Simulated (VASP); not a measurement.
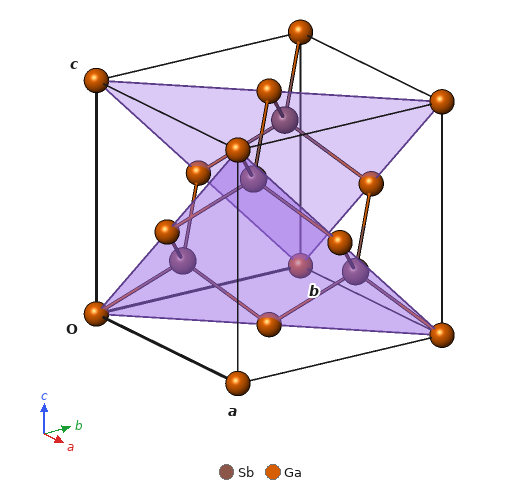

Every member of one family of equally spaced planes, hx + ky + lz = a whole number, that cuts the unit cell is shaded (one member passes through the origin O). Crystal: GaSb, an entry of the Crystallography Open Database, as set up for an electronic-structure calculation. All values are computed from the atomic coordinates in the standard setting (tolerance 0.002 Å).

a = 6.118 Å, b = 6.118 Å, c = 6.118 Å, α = 90.00°, β = 90.00°, γ = 90.00°.

### Which (hkl) family is drawn?

(1 −1 −1); the opposite sign names the same planes. The member next to the origin meets the axes a at 1, b at −1, c at −1.

### What is the spacing?

d = 3.532 Å.

### Which atoms of the cell lie in these planes (within 0.03 Å)?

all 4 Ga.

### The space group is No. 216, F-43m. How many reflections hkl are equivalent to this one (itself included), and does it occur?

8 reflections are equivalent in the Laue class m-3m. The space group allows the reflection.
